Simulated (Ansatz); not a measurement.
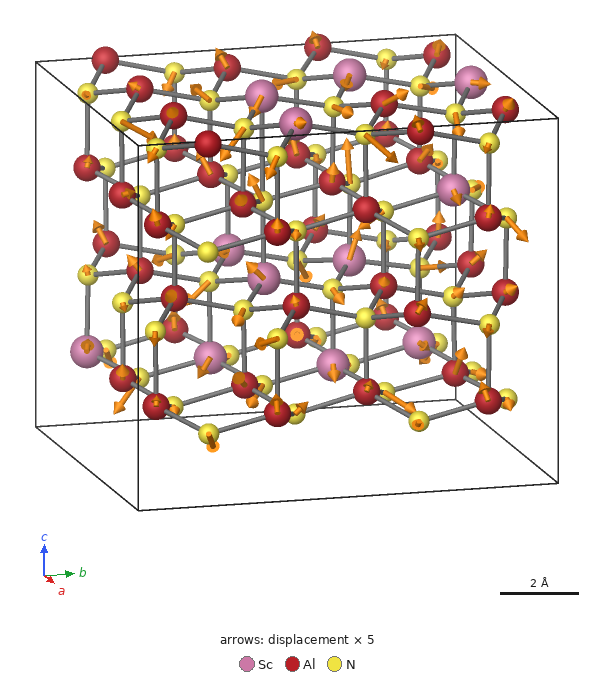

A relaxation of crystalline Sc$_{12}$Al$_{36}$N$_{48}$ (a generated structure, set up in P1). The starting structure is drawn; orange arrows show the displacements (the part carried along by the change of the cell is left out), magnified 5 times.

Style: ball-and-stick. Shown: the cell of the calculation, slightly off an axis.

Method: DFT, PBEsol, PAW, plane waves (Ansatz 0.2.0). (plane-wave cutoff 420 eV; k-point mesh 1 × 1 × 1; mesh shifted by (0.25, 0.25, 0.25); no spin polarisation; cell relaxed at fixed alpha, beta, gamma; force threshold 0.03 eV/Å; at most 80 steps)

Q: What happened in the run?

A: Over 5 accepted moves (7 points after the start) the energy falls by 10.655 eV per cell of the calculation. Largest force component: 4.1 eV/Å at the start, 0.006 eV/Å at the end. The pressure goes from 3.53 to −0.03 GPa. The SCF was repeated twice at an unchanged geometry on a basis and grid sized afresh for the cell, which shifted the energy by 52.1 meV per cell of the calculation at most. An N atom moves most relative to the cell: 0.26 Å along [2 −3 −3]. By element the largest moves are N 0.26 Å, Al 0.19 Å, Sc 0.17 Å. The drawn cell changes as follows: a 9.775 → 9.727 Å (−0.5 %), b 11.287 → 11.138 Å (−1.3 %), c 9.702 → 9.975 Å (+2.8 %); the volume changes by +1.0 %. Some distances before and after: Sc–Sc 3.002 → 3.315 Å, N–Sc 2.884 → 2.621 Å, Sc–Sc 3.049 → 3.294 Å, Sc–Sc 2.992 → 3.192 Å. Bond angles that change, for instance: Al–N–Al 103.4° → 116.8°, Sc–N–Sc 116.7° → 103.3°, Sc–N–Al 116.5° → 104.0°. The space group stays P1 (No. 1).
